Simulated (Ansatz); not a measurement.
# Si: single-point calculation

System: Si (8 atoms in the cell).
Method: DFT PBE, scalar-relativistic, plane waves, PAW, PAW set soft_1, no spin polarisation (Ansatz 0.2.0).

The structure derives from a Materials Project entry. Figures and captions count atoms from 1; the log counts them from 0 in places.

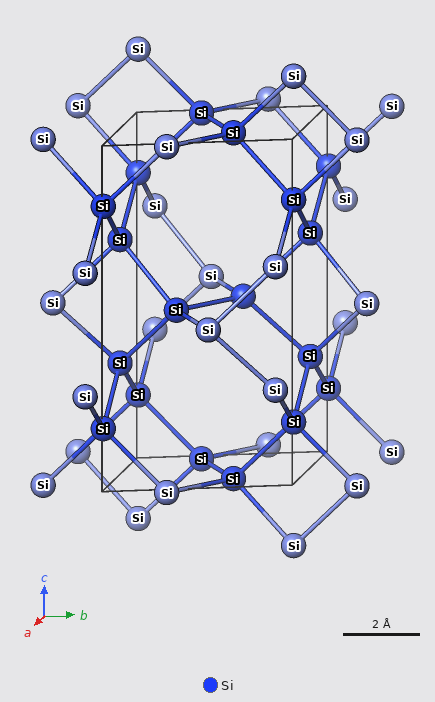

**Figure 1.** The structure as given in the input (ball-and-stick view of the cell of the calculation, seen slightly off an axis; neighbours outside the cell are drawn fainter). An atom can appear more than once, as a periodic image. Near neighbours in the periodic cell (some may lie outside the picture): Si has 4 Si at 2.29 to 2.46 Å.

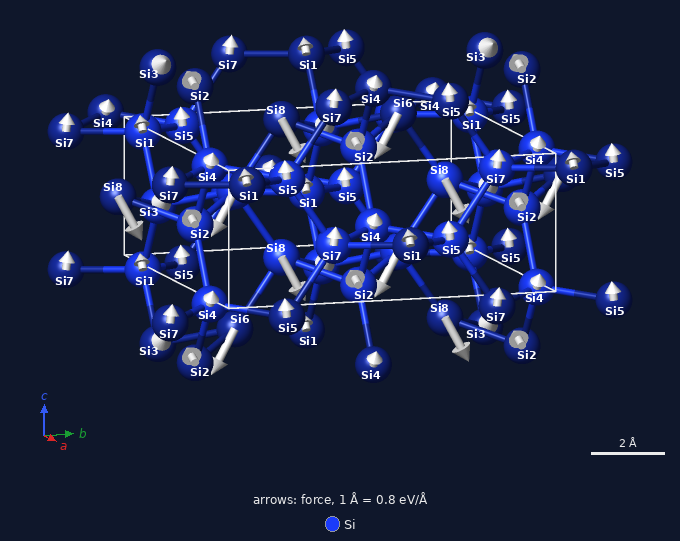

**Figure 2.** Forces on the atoms as white arrows (ball-and-stick view of the cell 2 times as large as that of the calculation, set on its symmetry axes, seen slightly off an axis; neighbours outside the cell are drawn fainter; atoms are numbered from 1 in the order of the input). The largest act on Si6, Si8 (1.16 eV/Å); Si2, Si3 (0.66 eV/Å); Si5, Si7 (0.43 eV/Å); Si1, Si4 (0.41 eV/Å). The geometry is not a stationary point of this energy.

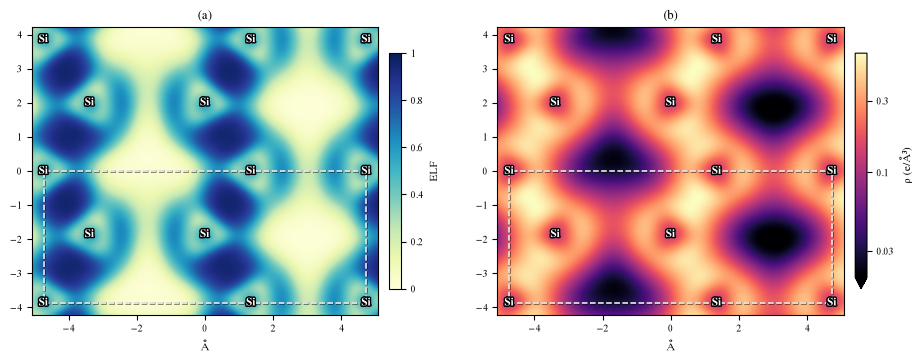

**Figure 3.** (a) ELF; (b) valence pseudo-density on the (010) plane of the conventional cell. Atoms in the plane: Si. Si–Si (2.29 Å): ρ at the midpoint is about 0.62 e/Å³, a local maximum along the line; the ELF peaks at about 0.95 between the atoms, which marks a shared electron pair. Away from the nuclei the density in this plane falls to 0.02 e/Å³ at its lowest. In a PAW calculation such maps are meaningful between the atoms, not at the nuclei.

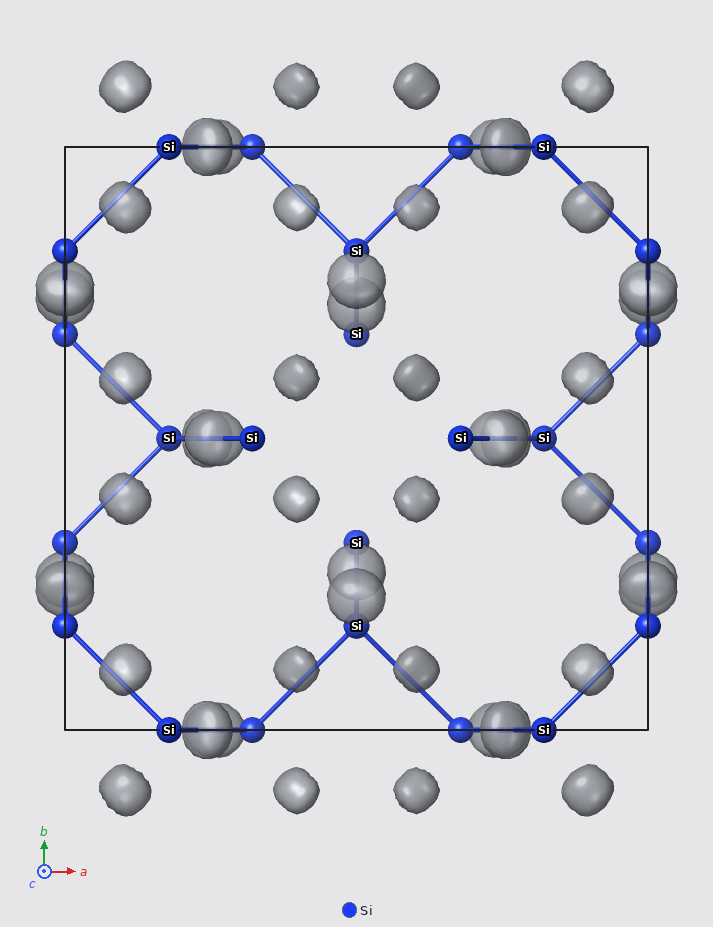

**Figure 4.** Isosurface of the electron localisation function at 0.9 (grey), seen along the c axis. Core shells and regions of very low density are left out. Sticks mark near contacts. The outline is the cell set on symmetry axes. Values along the shortest contacts: Si–Si (2.29 Å): the ELF peaks at about 0.95 between the atoms, which marks localised, shared-pair bonding. Si–Si (2.36 Å): the ELF peaks at about 0.95 between the atoms, which marks a shared electron pair.

The input that produced these results follows, with the program's output.

The input:
```yaml
crystal:
  lattice:
    - [0.0, 0.0, 3.8608359371]
    - [3.3455832253, -3.3455832253, -1.9304179686]
    - [6.6911664507, 6.6911664507, 0.0]
  atoms:
    - { symbol: Si, position: [-0.0370923179, 0.0, 0.1786105076] }
    - { symbol: Si, position: [0.4830107658, 0.0, 0.6786105076] }
    - { symbol: Si, position: [0.4830107658, 0.0, 0.3213894924] }
    - { symbol: Si, position: [-0.0370923179, 0.0, 0.8213894924] }
    - { symbol: Si, position: [0.7380914695, 0.6427789847, 0.0] }
    - { symbol: Si, position: [0.4587690673, 0.6427789847, 0.5] }
    - { symbol: Si, position: [0.0953124848, 0.3572210153, 0.0] }
    - { symbol: Si, position: [0.8159900826, 0.3572210153, 0.5] }
basis:
  ecutwfc: 420
kpoints:
  mp_grid: { grid: [10, 10, 4] }
hamiltonian:
  xc: pbe
  pseudopotentials: { kind: paw, azcp: { folder: soft_1 } }
scf:
  occupations: { method: gaussian, width: 0.05 }
output:
  forces: true
  stress: true
  eigenvalues: true
  write_density: true
  write_potential: true
  elf: true
  volumetric_format: npy
```

Command:
```bash
ansatz run input.yaml --threads 2 --pin off --max-ram 4096MiB --backend cpu --events-out ev --progress --plain --runs-dir out
```

The program's output:
```
Engine: ansatz 0.2.0, aarch64-unknown-linux-gnu
Pseudopotentials: kind: paw
Pseudopotential: Si, paw, valence charge 4, recommended cutoff 420 eV (normal), [file]
Functional definition: PBE
  parameter kappa = 0.804
  parameter beta = 0.06672455060314922
  exchange = pbe_x(kappa = kappa, mu = beta*pi^2/3)
  correlation = pbe_c(beta = beta)
Crystal: 8 atoms, lattice volume = 172.856 Å³
Basis set: ecut = 420 eV, 3399 PW (Γ), exchange–correlation on 54×72×128 points (8 copies of the dense FFT grid, shifted against one another)
Bands: 24, of which v1, the nominal top of the filled ones, is band 16 counted from 1 (15 counted from 0)
Symmetry: 4 space group operations
Space group: Amm2 (ITA 38), of the structure as read, at distance tolerance 5.6e-5 Å
k-points: 93 of 400 (time reversal used)
Non-local potential: Si, projectors of the file, l = 0: 2, l = 1: 2, l = 2: 1
PAW form: soft (Blöchl's): semilocal exchange-correlation on the pseudo side does not see the compensation charge
PAW one-centre angular grid: Si, 110 points (default); XC on 64 Gauss nodes
Initial density: superposition of atomic densities (chi_scale 0.1, normalization cell)
Initial wavefunctions: pseudopotential atomic-orbital guess
Functional: x = pbe(κ = 0.804, μ = 0.2195149727645171), c = pbe(β = 0.06672455060314922)
SCF iter   1: F=—  HF=-5085.783497 eV  |F-HF|=—  |Δ(HF+E_count)|=         —  Δρ=4.30e-2  dr2=3.33e0  ethr=3.10e-3  ⟨swp⟩=8.6  Hψ=15010  notcnv=0  defer=1
preconditioner: auto → Kerker (q_TF=auto, 2.060 Å⁻¹)  [metal: Δε(μ)=0.023 eV  Ē_g=7.690 eV  σ=0.050 eV  W_gap=0.25  n_scr=28 (ndim 8)  ℏωp=16.0 eV  f_vac=0.000  D(μ)=0.36/eV (n_scr^D=0)]
SCF iter   2: F=—  HF=-5085.274181 eV  |F-HF|=—  |Δ(HF+E_count)|=   5.09e-1  Δρ=2.61e-2  dr2=1.35e0  ethr=3.10e-3  ⟨swp⟩=1.0  Hψ=2979  notcnv=0  defer=13
SCF iter   3: F=—  HF=-5084.935500 eV  |F-HF|=—  |Δ(HF+E_count)|=   3.39e-1  Δρ=3.53e-3  dr2=3.28e-2  ethr=3.10e-3  ⟨swp⟩=2.8  Hψ=3846  notcnv=0  defer=13
SCF iter   4: F=—  HF=-5084.953883 eV  |F-HF|=—  |Δ(HF+E_count)|=   1.84e-2  Δρ=8.75e-4  dr2=3.60e-3  ethr=1.02e-4  ⟨swp⟩=2.5  Hψ=3999  notcnv=0  defer=243
SCF iter   5: F=—  HF=-5084.956266 eV  |F-HF|=—  |Δ(HF+E_count)|=   2.38e-3  Δρ=2.55e-4  dr2=2.15e-4  ethr=1.12e-5  ⟨swp⟩=2.0  Hψ=3406  notcnv=0  defer=243
SCF iter   6: F=—  HF=-5084.956565 eV  |F-HF|=—  |Δ(HF+E_count)|=   2.99e-4  Δρ=6.75e-5  dr2=1.96e-5  ethr=6.73e-7  ⟨swp⟩=2.0  Hψ=3462  notcnv=0  defer=243
SCF iter   7: F=—  HF=-5084.956625 eV  |F-HF|=—  |Δ(HF+E_count)|=   5.98e-5  Δρ=1.49e-5  dr2=9.36e-7  ethr=6.12e-8  ⟨swp⟩=2.0  Hψ=3576  notcnv=0  defer=243
SCF iter   8: F=-5084.956626 eV  HF=-5084.956625 eV  |F-HF|=1.37e-7  |Δ(HF+E_count)|=   8.59e-7  Δρ=4.84e-6  dr2=5.84e-8  ethr=3.13e-10  ⟨swp⟩=18.0  Hψ=20692  notcnv=0
SCF 1 converged in 8 iterations: F = -5084.956626 eV  dr2 = 5.84e-8
  greatest PAW one-centre occupation: 0.634 electrons in one spin orbital (limit 2), on the Si atom at site 5 (counted from 0), in its partial waves of l = 0
SCF converged after 8 iterations
Free energy (F): -5084.956626 eV
Harris-Foulkes:  -5084.956625 eV  (|F-HF|=1.37e-7)
Internal energy: -5084.956100 eV  (E = F + TS)
E sigma→0 (E₀):  -5084.956363 eV
Entropy (-TS):   -0.000525 eV (-0.066 meV/atom)
Fermi energy:    5.651463 eV
--- Per-component energies (eV) ---
  E_band       = 17.411984
  E_kinetic    = 319.438409
  E_local      = -248.265453  (includes V_loc(G=0)·N_el)
  E_nonlocal   = 180.721757
  E_hartree    = 77.673457
  E_xc         = -448.663707
  E_vxc        = -377.938929  (∫ρ·V_xc dr)
  E_paw        = -4091.596821  (= ΣΔE_a)
  E_vpaw       = -11.890617  (= ΣTr[D̂ρ^β])
  E_aug_tail   = 0.000305  (compensation charges beyond the density's cutoff)
  E_ewald      = -874.264047
  E_smearing   = -0.000525  (= −TS)
  E_closure    = 0.000000  (closes the sum)
  Σ components = -5084.956626   (vs F -5084.956626, Δ=0.00e0)
--- Forces (eV/Å), atoms counted from 1 ---
  atom   1  Si    -0.15848390    -0.15848390     0.33861810
  atom   2  Si    -0.43112841    -0.43112841     0.24713798
  atom   3  Si     0.43112841     0.43112841     0.24713798
  atom   4  Si     0.15848390     0.15848390     0.33861810
  atom   5  Si     0.03638667    -0.03638667     0.42815337
  atom   6  Si     0.39320704    -0.39320704    -1.01390474
  atom   7  Si    -0.03638667     0.03638667     0.42815337
  atom   8  Si    -0.39320704     0.39320704    -1.01390474
  max |Σ_I F_I| component: 9.42e-6 eV/Å
--- Stress (GPa, compression-positive) ---
       -1.173535       0.293404       0.000000
        0.293404      -1.173535      -0.000000
        0.000000      -0.000000      -1.160822
  P = ⅓ Tr σ = -1.1693 GPa (-11.693 kbar)
--- Band table (eV; the first three rows and the last of 93) ---
  k-point 0: bands = ["-6.2504", "-5.2407", "-4.3745", "-2.1737", "0.2017", "0.2361", "0.4375", "0.8608", "2.0850", "2.9397", "3.7519", "3.7931", "4.0615", "4.1483", "4.2557", "5.3609", "6.4787", "7.0716", "7.0729", "7.6356", "7.7344", "7.8292", "7.8636", "7.9432"]
  k-point 1: bands = ["-6.1658", "-5.5334", "-3.9497", "-2.4965", "0.2421", "0.2661", "0.3962", "0.7305", "2.4913", "3.2242", "3.7049", "3.8152", "4.0629", "4.1464", "4.1872", "4.8088", "6.5164", "6.7287", "7.1690", "7.4592", "7.7012", "7.7191", "7.9851", "8.0617"]
  k-point 2: bands = ["-5.9397", "-5.8918", "-3.2245", "-3.1860", "0.2899", "0.3207", "0.3927", "0.5460", "3.2472", "3.2672", "3.8102", "3.9762", "3.9991", "4.0136", "4.0999", "4.1667", "6.3779", "6.3990", "7.1472", "7.4177", "7.5341", "7.7352", "8.3035", "8.6194"]
  k-point 92: bands = ["-4.3420", "-4.1803", "-2.2341", "-2.2048", "-1.9958", "-1.9854", "-0.6587", "-0.5242", "1.2926", "1.3570", "2.9888", "3.0479", "3.2609", "3.4280", "3.7014", "3.7407", "6.6246", "6.8049", "7.4953", "7.5495", "8.2279", "8.3139", "9.1667", "9.2060"]
```

Results in brief:

| quantity | value |
| --- | --- |
| outcome | converged |
| space group (tolerance 0.01 Å) | Amm2 (38) |
| electrons treated | 32 |
| free energy | −5084.9566 eV |
| Fermi energy | 5.651 eV |
| gap on the k-point mesh | none (metallic) |
| pressure | −1.17 GPa |
| largest force (length of the vector) | 1.156 eV/Å |
| hardware | 2 threads of Arm Neoverse N1, 98 GiB of memory available, shared host |
| wall time | 43 s (CPU time 85 s) |
| peak memory | 0.56 GiB |
